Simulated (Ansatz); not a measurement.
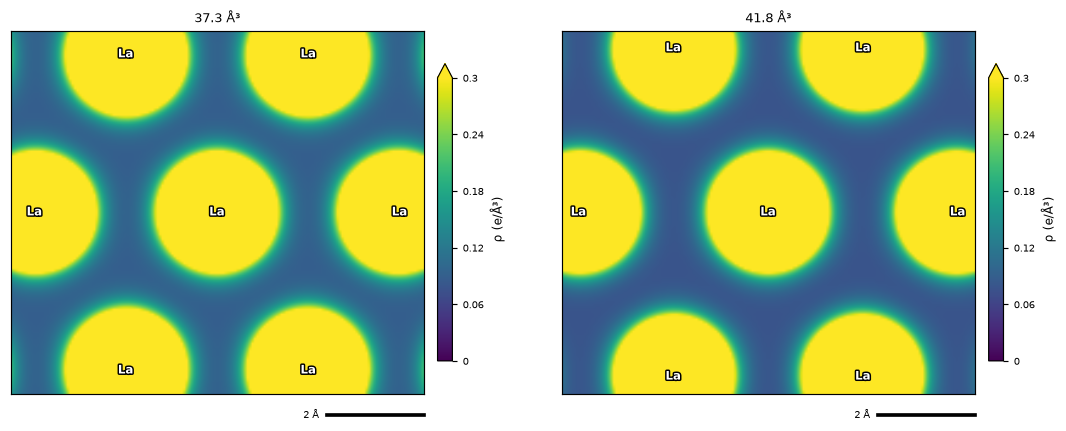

La. The valence pseudo-density of cells scaled evenly to different volumes (given per atom above each panel), on the (111) plane of each (indices in the axes of the cell below), at one length scale and on one colour scale.

A generated structure, not necessarily the stable one; the program warned that a starting moment wasn't kept; spin-polarised, but the moments vanished.

All numbers below come from Ansatz, DFT, PBE, plane waves (420 eV) with PAW, scalar-relativistic.

The largest cell:

```cif
data_structure
_symmetry_space_group_name_H-M 'P 1'
_symmetry_Int_Tables_number 1
_cell_length_a 3.8962
_cell_length_b 3.8962
_cell_length_c 3.8962
_cell_angle_alpha 60.000
_cell_angle_beta 60.000
_cell_angle_gamma 60.000
_cell_volume 41.82
loop_
_atom_site_label
_atom_site_type_symbol
_atom_site_fract_x
_atom_site_fract_y
_atom_site_fract_z
_atom_site_occupancy
La1 La 0.00000 0.00000 0.00000 1
```

| volume (Å³/atom) | La–La contact in the plane (Å) | ρ at its midpoint (e/Å³) | 
| --- | --- | --- |
| 37.34 | 3.752 | 0.095 | 
| 38.84 | 3.801 | ? | 
| 41.82 | 3.896 | 0.081 | 

> Estimate the missing row, and compare with the calculation.

Over the known rows ln ρ falls by 1.11 per Å of La–La distance (the line through the two), which gives 0.090 e/Å³ at 3.801 Å; the calculation gives 0.090 e/Å³.
